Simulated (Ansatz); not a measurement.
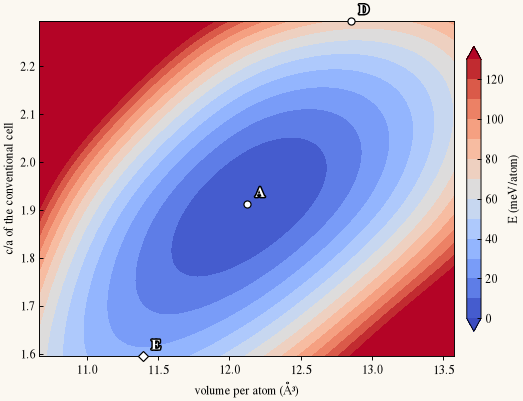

SnO₂ (R-3m, No. 166; 12 atoms in the cell). The energy is mapped over volume and the cell's shape. First axis: volume per atom. Second axis: c/a of the conventional cell. Nothing is relaxed (fractional coordinates fixed). The grid has 5 × 5 points. Points are written as (first, second). Energies: meV/atom, counted from the lowest grid point. The band gap closes in part of the range. These are results of DFT LDA, scalar-relativistic, plane waves, PAW (Ansatz), not measurements. Settings: cutoff 520 eV, k-mesh 6×6×6, gaussian smearing 0.05 eV, no spin polarisation.

In the figure: filled contours, one colour for all values above the top of the scale, lettered points. Between grid points the surface is interpolated.

> Is A the lowest point of the computed grid?

Yes. A, at (12.12 Å³, 1.913), has the lowest energy of the grid.

> Rank the lettered points by energy, lowest first.

A (0 meV/atom), E (33 meV/atom), D (77 meV/atom).

PAW datasets: the set soft_1.
